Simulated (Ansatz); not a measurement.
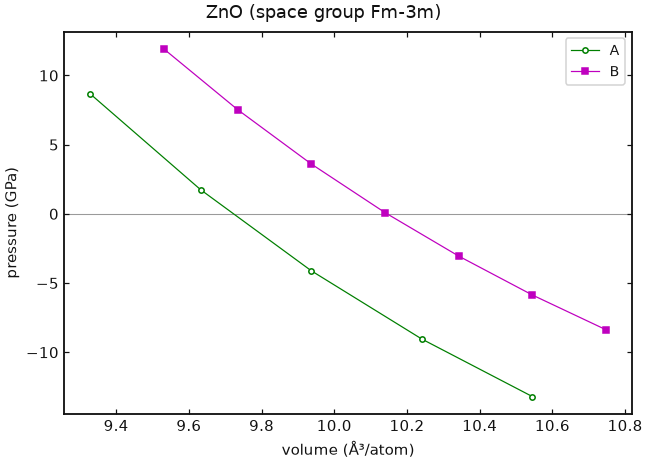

Plotted: pressure against volume, with one curve for each functional, for ZnO (space group Fm-3m). The labels are replaced by letters. In alphabetical order the cases are: PBE; r2SCAN.

How it was computed, with Ansatz 0.2.0 development build: equation of state of a cubic crystal from periodic Kohn-Sham density functional theory without spin, third-order Birch-Murnaghan fit to the free energies; pressure corrected for the finite basis.

- structure type: rock salt
- atoms in cell: 2
- space group number: 225
- lattice centring: face-centred primitive
- occupation method: Fermi–Dirac
- datasets: soft-1 PAW
- density tolerance: 1e−07 eV
- bands: 13
- density cutoff ratio: 4
- search for lower states: default

### Which letter stands for which functional?

A: r2SCAN; B: PBE.

Note: cubic model structure, not the ambient form.
